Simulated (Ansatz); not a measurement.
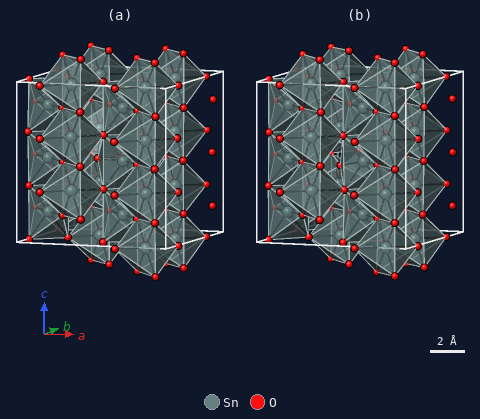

The structure of a defect cell of composition Sn$_{24}$O$_{49}$ (cell charge −2) before (left) and after (right) a relaxation, at one scale.

A polyhedral model of the cell of the calculation (origin shifted), seen slightly off an axis.

Theory: DFT, PBEsol, PAW, plane waves in Ansatz 0.2.0. Settings: plane-wave cutoff 420 eV; k-point mesh 1 × 1 × 1; mesh shifted by (0.25, 0.25, 0.25); no spin polarisation; atoms relaxed in a fixed cell; force threshold 0.03 eV/Å; at most 80 steps.

Question: Summarise the run.

Answer: The atom that moves furthest is an O atom (0.47 Å along [0 −1 2]). Largest moves by element: O 0.47 Å, Sn 0.14 Å. The cell doesn't change. Near-neighbour distances that change, for instance: O–Sn 2.165 → 2.687 Å, O–Sn 2.209 → 2.688 Å, O–Sn 2.184 → 2.049 Å, O–Sn 2.038 → 2.108 Å. Bond angles that change, for instance: Sn–O–O 69.7° → 97.3°, Sn–O–O 71.7° → 97.4°, Sn–O–Sn 117.5° → 137.6°. Over 8 geometry steps the energy falls by 1.503 eV per cell of the calculation. The largest force component goes from 2.3 to 0.016 eV/Å. Cost: 2.3 min on 7 threads of Arm Neoverse-V2, peak memory 2.2 GiB.

Limits of the set-up: the cell is charged, on a uniform background, and energies carry no finite-size correction.
